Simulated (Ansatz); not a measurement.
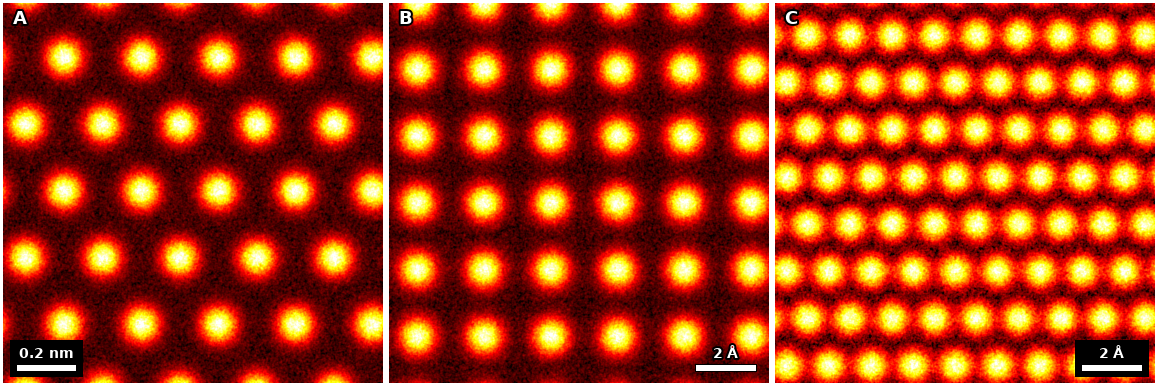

Three views of Al (Im-3m, No. 229) along different zone axes. Simulated incoherent Z contrast: every atom adds Z^1.8 spread by a probe of 0.87 Å full width; channelling and multiple scattering are left out. The probe carries 15 % of its weight in a tail 2.5 times as wide. The display is stretched by a gamma of 0.65; percentages refer to the linear signal. Shot noise was added. Model: a calculation's starting geometry; the starting structure was generated, so it need not be a known form of this composition.

```yaml
crystal:
  lattice:
    - [3.22907, 0.00000, 0.00000]
    - [0.00000, 3.22907, 0.00000]
    - [0.00000, 0.00000, 3.22907]
  atoms:
    - { symbol: Al, position: [0.00000, 0.00000, 0.00000] }
    - { symbol: Al, position: [0.50000, 0.50000, 0.50000] }
```

Match the panels to the zone axes [001], [111] and [210].

A is [111]: projected cell 2.64 × 2.64 Å, 120°, plane group p6mm. B is [001]: projected cell 2.28 × 2.28 Å, 90°, plane group p4mm. C is [210]: projected cell 1.44 × 1.77 Å, 114°, plane group c2mm.
